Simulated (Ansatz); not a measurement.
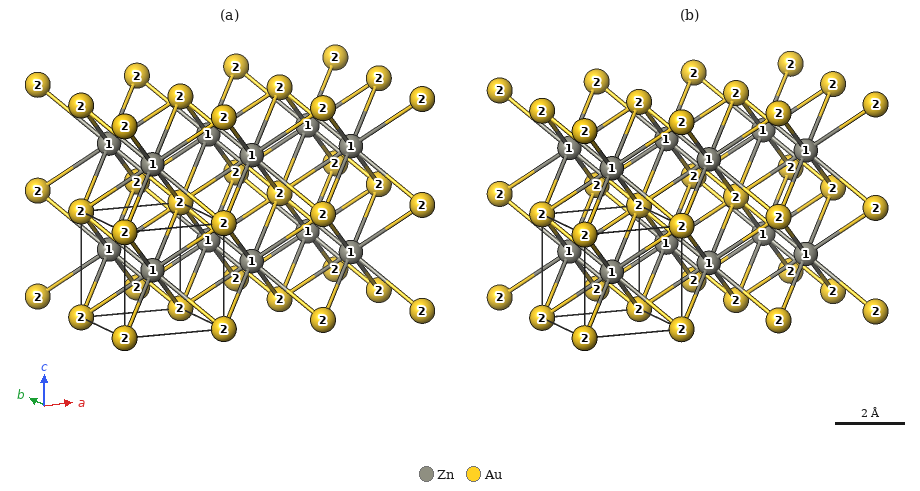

Left: a symmetric starting cell of ZnAu. Right: the same structure after one change, at the same scale. A ball-and-stick model of the cell of the calculation, repeated 3 × 2 × 2 with one cell outlined, seen slightly off an axis.

The calculation used Ansatz 0.2.0, DFT PBE, scalar-relativistic, plane waves, PAW. (plane-wave cutoff 420 eV; k-point mesh 14 × 14 × 14; occupations gaussian; smearing width 0.1 eV; no spin polarisation)

What distinguishes the right structure from the left one?

All lengths are scaled by −2.3 % (volume −6.6 %), the atoms keeping their fractional coordinates. No relaxation follows. The starting cell wasn't computed here and needn't be at equilibrium, so pressure and forces aren't due to the change alone.

How do the computed properties respond?

Some distances before and after: Au–Zn 2.725 → 2.664 Å. The space group stays Pm-3m (No. 221). The pressure is 16.5 GPa (not all of it need come from the change, since the unchanged cell can be under pressure at this level too). All forces vanish by symmetry.
